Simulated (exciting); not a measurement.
System: Ge (space group Cmmm).

Calculation (exciting sodium): all-electron LAPW DFT, no spin polarisation; energies at scaled volumes of the given cell, shape and fractions fixed, counted from the fit's minimum, third-order Birch-Murnaghan fit. All runs: no spin polarisation.

```
   setting                                        value
potentials  all electron LAPW+lo, shipped species files
```

Settings that differ: LDA-Wigner: k mesh 8×8×7, occupations Gaussian, smearing width 0.136 eV; PBEsol: k mesh 11×11×10, occupations Fermi–Dirac, smearing width 0.05 eV.

Predict the energy against volume, with one curve for each functional. The cases: LDA-Wigner; PBEsol.

The fitted equilibrium volumes, smallest first, are PBEsol 18.453, LDA-Wigner 18.802 Å³/atom. The fitted bulk moduli, smallest first, are LDA-Wigner 72.1, PBEsol 76.4 GPa.

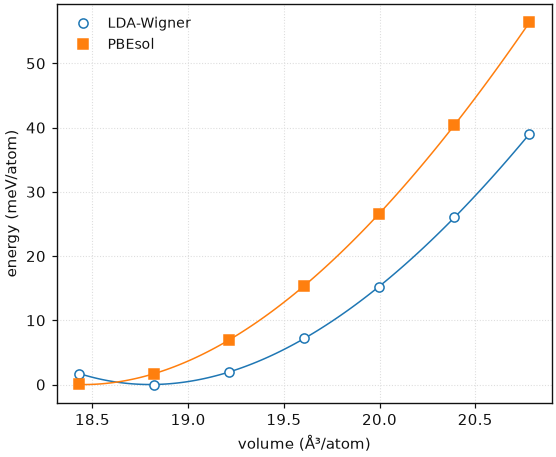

Note: the fit and the printed pressures don't fully agree, or the minimum lies near the end of the range (PBEsol); shape and atomic fractions are frozen while scaling, which makes layered, chain and framework solids too stiff.
